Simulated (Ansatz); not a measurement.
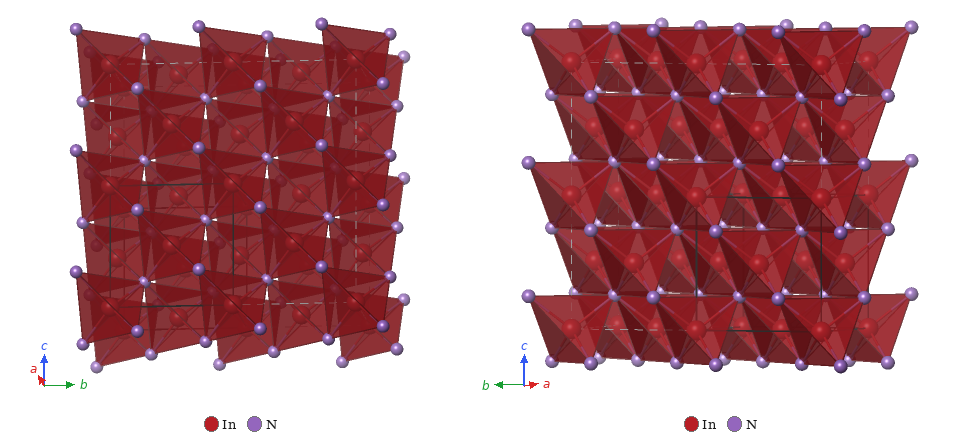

Polyhedra are drawn about In (bonds: In–N below 2.4 Å); other atoms are plain spheres. Two views of the same piece.

System InN (space group F-43m, No. 216); source of the atomic positions: the input geometry of an electronic-structure calculation (not necessarily at equilibrium).

What figure surrounds each In atom, and what does it share with the other drawn polyhedra?

Answer. In: InN4 tetrahedron, sharing corners with twelve neighbours.

What is the connectivity of the polyhedra: isolated, groups, chains, layers or framework?

Answer. They form a three-dimensional framework of corner-sharing tetrahedra.

How far apart are the centres of linked polyhedra?

Answer. Centre to centre across a shared corner: 3.54 Å.
